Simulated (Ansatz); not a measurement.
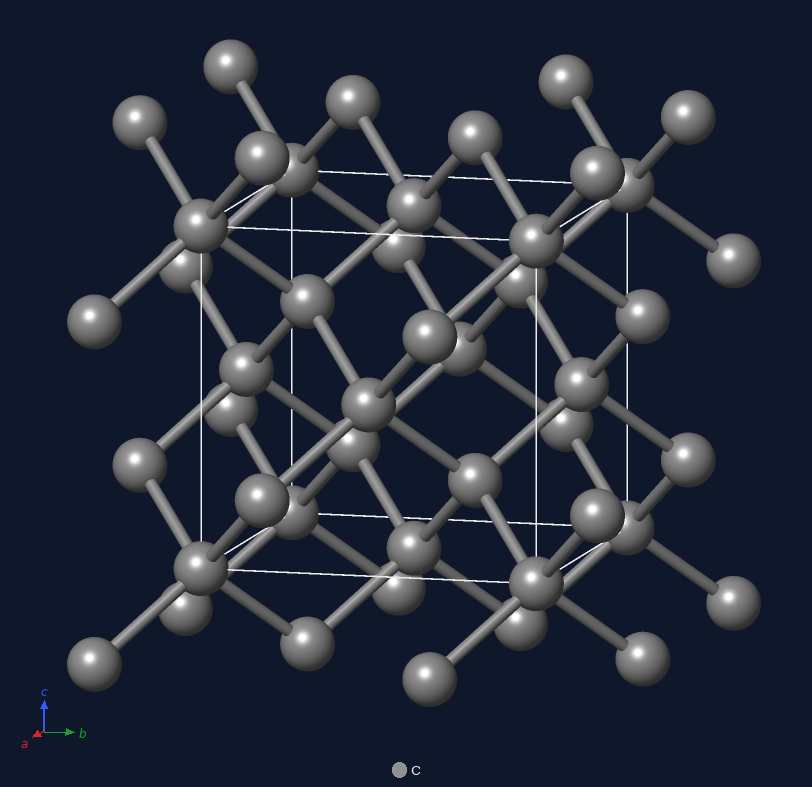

Shown here is a ball-and-stick view of the crystal, taken slightly off an axis. The edges of the conventional unit cell are marked. Atoms just outside the outline that bond to atoms inside are added.

C, diamond, space group Fd-3m (No. 227), a = 3.560 Å, b = 3.560 Å, c = 3.560 Å, α = 90.00°, β = 90.00°, γ = 90.00°. The structure was taken from a structure type filled with this element by a generator (whether the element takes this form wasn't checked). Earlier steps of the study may have refined or changed the cell and positions. An electronic-structure calculation with Ansatz was run on it.

This one geometry was computed with Ansatz (DFT, plane waves, PAW) at three levels of theory: r2SCAN, HSE06 and PBE. It was relaxed beforehand with r2SCAN.

### Which level gives the highest pressure at this volume, and what does that say about its equilibrium volume?

Highest: PBE (4.2 GPa), which points to the largest equilibrium volume. Lowest, with the smallest volume: HSE06 (-5.7 GPa). Levels within 0.5 GPa of each other can't be told apart.

### How does the band gap change with the level of theory?

PBE: a gap of 4.15 eV, indirect; r2SCAN: a gap of 4.36 eV, indirect; HSE06: a gap of 5.30 eV, indirect.

### Collect the results in a table.

| level | cutoff (eV) | k-mesh of the run's cell | gap (eV) | pressure (GPa) |
| --- | --- | --- | --- | --- |
| r2SCAN | 500 | 12×12×12 | 4.36 | 0.0 |
| HSE06 | 420 | 8×8×8 | 5.30 | -5.7 |
| PBE | 420 | 12×12×12 | 4.15 | 4.2 |

Gaps are taken on the k-mesh or band path of each run.
